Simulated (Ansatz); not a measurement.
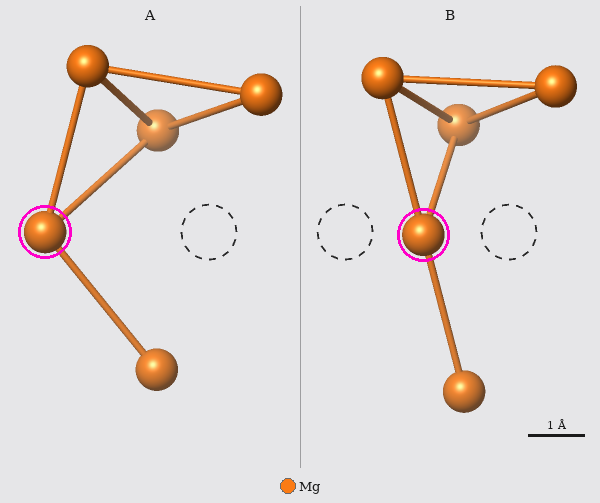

A vacancy jump of magnesium in Mg (Im-3m phase), in a neutral cell with 23 atoms, whose images lie 8.8 Å apart. One frame is the relaxed vacancy; in the other the neighbouring Mg atom (ringed) was set half-way along its jump of 3.10 Å and all atoms were relaxed in the symmetry of that start. Dashed circles mark empty sites. A ball-and-stick model of the slice 3.8 Å thick through the jump, out to 4.0 Å from its middle, seen across the jump.

Computed with Ansatz 0.2.0, DFT PBE, scalar-relativistic, plane waves, PAW. Set-up: plane-wave cutoff 420 eV; k-point mesh 4 × 4 × 4; occupations gaussian; smearing width 0.1 eV; no spin polarisation; atoms relaxed in a fixed cell; force threshold 0.02 eV/Å.

Which frame is the half-way one, and how far apart are the two in energy?

Frame B is the half-way start after relaxation. It lies 0.24 eV above the relaxed vacancy. The atom stays half-way, on the straight line. The symmetry of the start was kept and can hold it there, so for a path with one hump at the middle this is the barrier or an upper bound to it. There it has 6 Mg as nearest neighbours, the closest at 3.01 Å. Both cells are metallic on the mesh.
